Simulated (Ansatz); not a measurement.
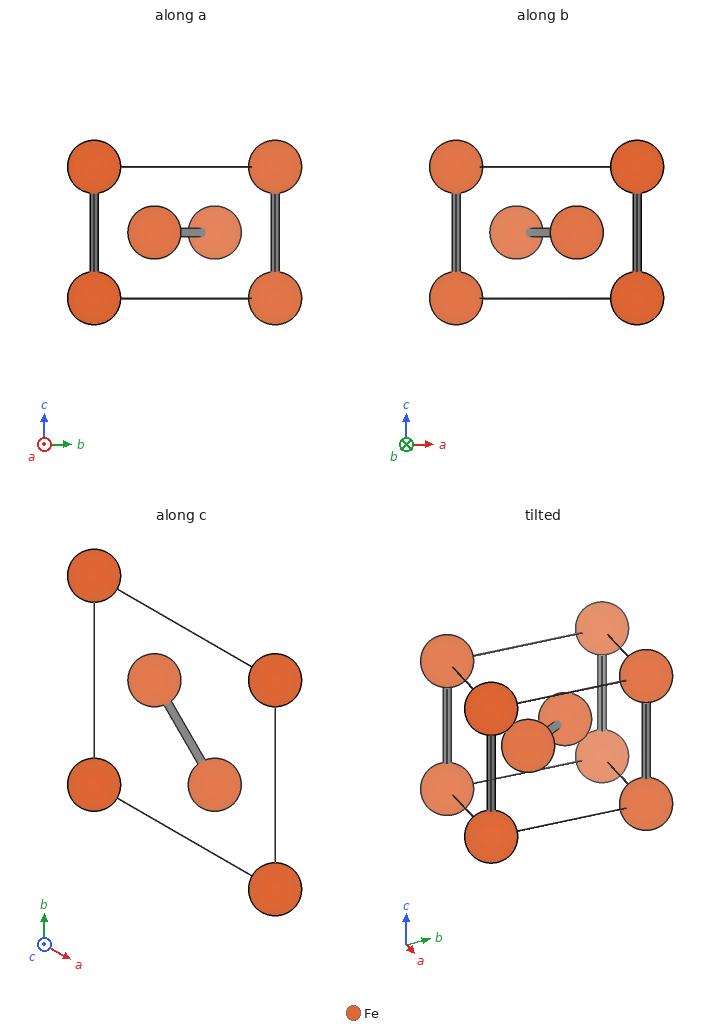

The figure gives a ball-and-stick picture of the atoms, viewed along the a axis, along the b axis, along the c axis and slightly off an axis. The parallelepiped is the conventional unit cell.

Lattice parameters: a = 3.6742 Å, b = 3.6742 Å, c = 2.3100 Å, α = 90.000°, β = 90.000°, γ = 120.000°.

Q: Express the structure as a CIF with its space group and independent sites.

A:
```cif
data_structure
_symmetry_space_group_name_H-M 'P 6/m m m'
_symmetry_Int_Tables_number 191
_cell_length_a 3.6742
_cell_length_b 3.6742
_cell_length_c 2.3100
_cell_angle_alpha 90.000
_cell_angle_beta 90.000
_cell_angle_gamma 120.000
_cell_volume 27.01
loop_
_atom_site_label
_atom_site_type_symbol
_atom_site_symmetry_multiplicity
_atom_site_Wyckoff_symbol
_atom_site_fract_x
_atom_site_fract_y
_atom_site_fract_z
_atom_site_occupancy
Fe1 Fe 1 a 0.0000 0.0000 0.0000 1
Fe2 Fe 2 d 0.3333 0.6667 0.5000 1
```

Origin of the cell: a structure type filled with this element by a generator (whether the element takes this form wasn't checked). Earlier steps of the study may have refined or changed the cell and positions. It was run through Ansatz as a DFT input.

At this level of theory the cell isn't at rest (compressed, at 31 GPa), so its distances can differ from those at equilibrium, the more so the softer the solid.
